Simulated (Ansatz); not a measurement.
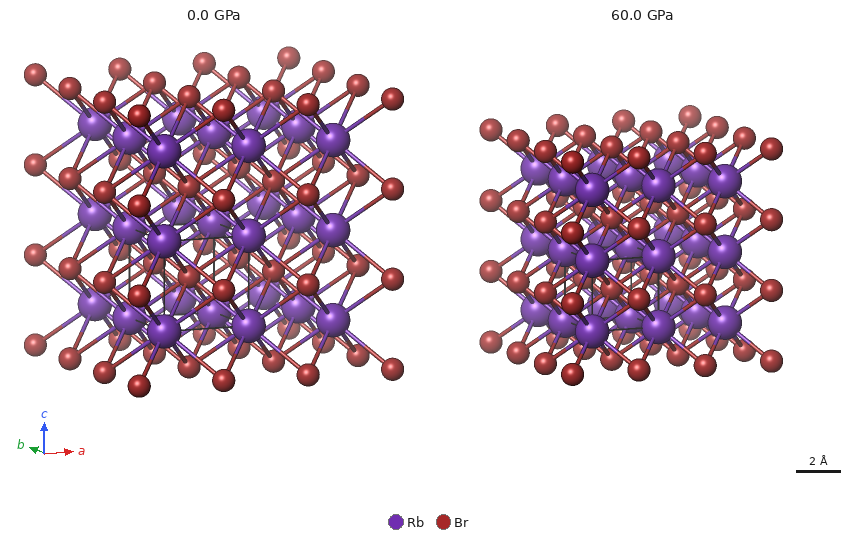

A crystal of RbBr (set up in Pm-3m), relaxed (cell and atoms) at several target pressures. The picture shows the first and the last member. Style: ball-and-stick. Shown: the cell of the calculation, repeated 2 × 2 × 2 with one cell outlined, slightly off an axis.

Computed with Ansatz 0.2.0: DFT PBE, scalar-relativistic, plane waves, PAW. Settings: plane-wave cutoff 420 eV; k-point mesh 6 × 6 × 6 at 0.0 to 30.0, 8 × 8 × 8 at 60.0 GPa; occupations gaussian; smearing width 0.02 eV; no spin polarisation; cell and atoms relaxed; force threshold 0.008 eV/Å.

```json
{"pressure (GPa)": "0.0", "volume (Å³/atom)": "36.856", "a (Å)": "4.193", "band gap (eV)": "3.93"}
{"pressure (GPa)": "3.0", "volume (Å³/atom)": "31.830", "a (Å)": "3.993", "band gap (eV)": "4.45"}
{"pressure (GPa)": "8.0", "volume (Å³/atom)": "27.805", "a (Å)": "3.817", "band gap (eV)": "5.08"}
{"pressure (GPa)": "15.0", "volume (Å³/atom)": "24.750", "a (Å)": "3.672", "band gap (eV)": "4.87"}
{"pressure (GPa)": "30.0", "volume (Å³/atom)": "?", "a (Å)": "?", "band gap (eV)": "?"}
{"pressure (GPa)": "60.0", "volume (Å³/atom)": "17.847", "a (Å)": "3.293", "band gap (eV)": "3.21"}
```

### Estimate the missing row from the others, and compare with the calculation.

Murnaghan's form V = V₀(1 + B′P/B₀)^(−1/B′), with V₀ = 36.856 Å³ from the row at zero pressure, fits the other rows with B₀ = 15.8 GPa and B′ = 3.78 (largest miss 0.120 Å³). At 30.0 GPa it gives 36.856 × (1 + 3.78 × 30.0/15.8)^(−1/3.78) = 21.139 Å³ per atom. The calculation gives 21.241 Å³/atom (a = 3.489 Å). The estimate is 0.102 Å³/atom too low. For the gap a parabola through the rows 3.0, 8.0, 15.0 gives 0.13 eV, and the calculation 4.29 eV (semilocal gaps, lower than measured ones as a rule). From the first member to the last: Rb–Rb 4.193 → 3.293 Å, Br–Br 4.193 → 3.293 Å, Br–Rb 3.631 → 2.851 Å.

The whole series:

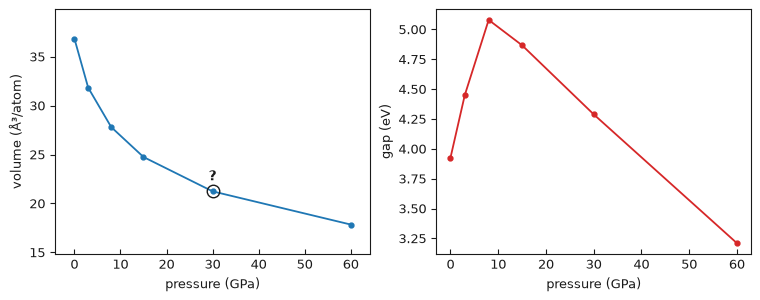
